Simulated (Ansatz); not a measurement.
System: Si₁₆C (cell with a defect).

Input

```
crystal:
  lattice:
    - [0.0, 5.43, 5.43]
    - [5.43, 0.0, 5.43]
    - [5.43, 5.43, 0.0]
  atoms:
    - { symbol: Si, position: [0.0, 0.0, 0.0] }
    - { symbol: Si, position: [0.125, 0.125, 0.125] }
    - { symbol: Si, position: [0.0, 0.0, 0.5] }
    - { symbol: Si, position: [0.125, 0.125, 0.625] }
    - { symbol: Si, position: [0.0, 0.5, 0.0] }
    - { symbol: Si, position: [0.125, 0.625, 0.125] }
    - { symbol: Si, position: [0.0, 0.5, 0.5] }
    - { symbol: Si, position: [0.125, 0.625, 0.625] }
    - { symbol: Si, position: [0.5, 0.0, 0.0] }
    - { symbol: Si, position: [0.625, 0.125, 0.125] }
    - { symbol: Si, position: [0.5, 0.0, 0.5] }
    - { symbol: Si, position: [0.625, 0.125, 0.625] }
    - { symbol: Si, position: [0.5, 0.5, 0.0] }
    - { symbol: Si, position: [0.625, 0.625, 0.125] }
    - { symbol: Si, position: [0.5, 0.5, 0.5] }
    - { symbol: Si, position: [0.625, 0.625, 0.625] }
    - { symbol: C, position: [0.8244797, 0.3086245, 0.3068336], spin: 1.0 }
magnetization:
  spin_polarized: true
basis:
  ecutwfc: 420.0
kpoints:
  mp_grid: { grid: [2, 2, 2] }
hamiltonian:
  xc: pbe
  dispersion: d3bj
  pseudopotentials: { kind: paw, azcp: { folder: soft_1 } }
scf:
  occupations: { method: gaussian, width: 0.05 }
  lower_state_search: "off"
relax:
  f_tol: 0.03
  max_steps: 60
  adjacent_minimum: "off"
output:
  write_density: true
  write_potential: true
  elf: true
  volumetric_format: npy
```

Command:

```sh
ansatz run input.yaml --threads 2 --pin off --max-ram 5120MiB --backend cpu --events-out ev --progress --plain --runs-dir out
```

The fields are those of the run's last geometry, not of the input's.

PAW files of the earlier set (soft_1); the program warned that a starting moment wasn't kept; spin-polarised, but the moments vanished.

These are results of Ansatz, DFT PBE-D3(BJ), scalar-relativistic, plane waves, PAW, not measurements.

What can the converged valence pseudo-density and electron localisation function tell about the bonding?

Answer. Si–C (1.83 Å): ρ at the midpoint is about 0.88 e/Å³; the ELF peaks at about 0.90 between the atoms, as expected for localised, covalent bonding.

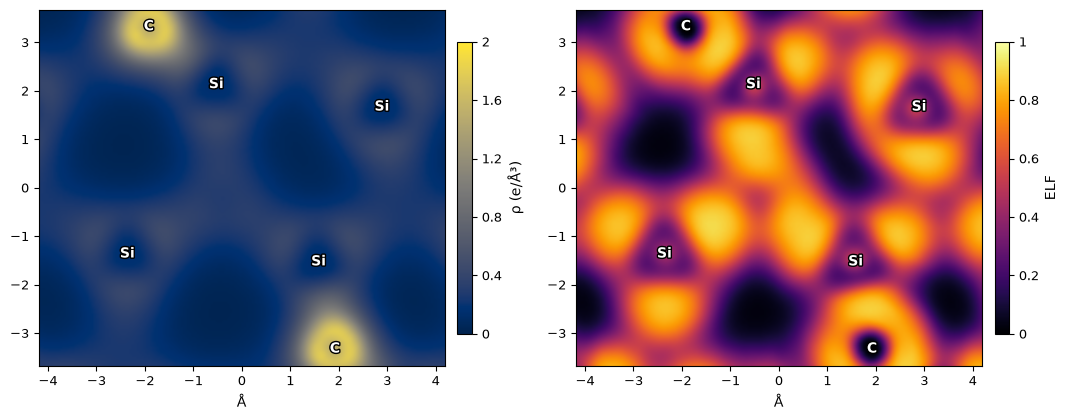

Computed valence pseudo-density and electron localisation function on the (100) plane of the calculation cell, in this order. Atoms just off the plane (Si, 0.8 Å away) can leave unmarked features too.

In a PAW calculation such maps are meaningful between the atoms, not at the nuclei.
